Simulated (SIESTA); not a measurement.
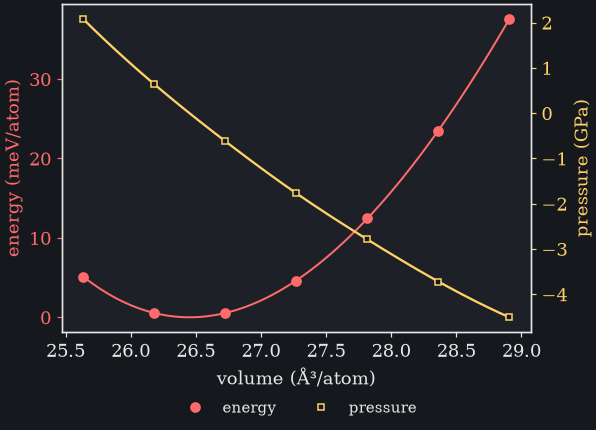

Plotted: energy and pressure against volume for SnSe, space group Fm-3m (No. 225).

Cell as given: a = 4.257 Å, b = 4.257 Å, c = 4.257 Å, α = 60.00°, β = 60.00°, γ = 60.00°; 2 atoms.

Calculation (SIESTA 5.4.2): DFT in numerical atomic orbitals with pseudopotentials, no spin polarisation; energies at scaled volumes of the given cell, shape and fractions fixed, counted from the fit's minimum, third-order Birch-Murnaghan fit. Level: LDA.

k mesh 8×8×8; occupations Fermi–Dirac; smearing width 0.05 eV; potentials PseudoDojo 0.4 standard, converted to PSML, two zetas on semicore shells; program settings basis DZP, mesh cutoff 500 Ry.

What equilibrium volume and bulk modulus follow from the curve?

Answer. A third-order Birch–Murnaghan fit gives V0 = 26.45 Å³/atom, B0 = 61.8 GPa and B′ = 4.3.

Read off the course of the pressure.

Answer. It falls from 2.08 GPa at volume 25.63 Å³/atom to −4.51 GPa at 28.91 Å³/atom, and changes sign near 26.46 Å³/atom.

Caveats: mulliken charges of long orbitals.

The computed values:

| volume (Å³/atom) | energy (meV/atom) | pressure (GPa) |
| --- | --- | --- |
| 25.63 | 5.12 | 2.08 |
| 26.18 | 0.57 | 0.64 |
| 26.73 | 0.52 | −0.62 |
| 27.27 | 4.62 | −1.77 |
| 27.82 | 12.46 | −2.79 |
| 28.36 | 23.52 | −3.72 |
| 28.91 | 37.57 | −4.51 |
